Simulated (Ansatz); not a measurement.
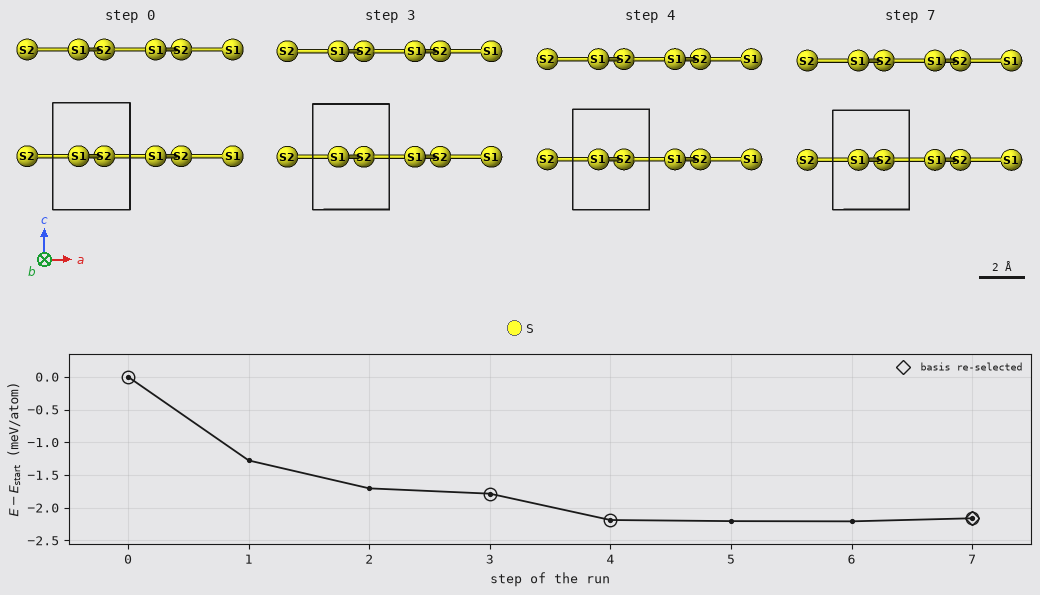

Frames of a relaxation of a crystal of S (a generated structure, set up in P6/mmm), marked on the history of the run. A ball-and-stick model of the cell of the calculation, repeated 2 × 1 × 2 with one cell outlined, seen along the b axis.

Method: DFT PBE, scalar-relativistic, plane waves, PAW in Ansatz.

The input:
```yaml
crystal:
  lattice:
    - [4.0197978606, 0.0, 0.0]
    - [-2.0098989303, 3.4812470654, 0.0]
    - [0.0, 0.0, 4.8204101015]
  atoms:
    - { symbol: S, position: [0.3333333333, 0.6666666667, 0.5] }
    - { symbol: S, position: [0.6666666667, 0.3333333333, 0.5] }
basis:
  ecutwfc: 420
kpoints:
  mp_grid: { grid: [18, 18, 12] }
hamiltonian:
  xc: pbe
scf:
  occupations: { method: gaussian, width: 0.1 }
output:
  forces: true
  stress: true
  eigenvalues: true
relax:
  adjacent_minimum: "off"
  f_tol: 0.01
  max_steps: 80
  cell: { stress_tol: 0.05 }
```

Command:
```bash
ansatz run input.yaml --threads 1 --pin off --max-ram 2048MiB --backend cpu --events-out ev --progress --plain --runs-dir out
```

What happens along the run?

After 6 accepted moves (7 points after the start) the energy has fallen by 2.2 meV per atom. All forces vanish by symmetry, so only the cell relaxes. The pressure goes from −0.71 to 0.00 GPa. The SCF was repeated once at an unchanged geometry on a basis and grid sized afresh for the cell, which shifted the energy by less than 0.05 meV per atom at most. No atom moves by more than 0.005 Å relative to the cell. Cell: a = b 4.020 → 3.990 Å (−0.7 %), c 4.820 → 4.488 Å (−6.9 %). Volume −8.3 %. Some distances before and after: S1–S2 2.321 → 2.304 Å. The space group stays P6/mmm (No. 191). From step 0 to 3: volume −2.6 %, energy −1.8 meV per atom. From step 3 to 4: volume −4.9 %, energy −0.4 meV per atom. From step 4 to 7: volume −1.0 %, energy +0.0 meV per atom.
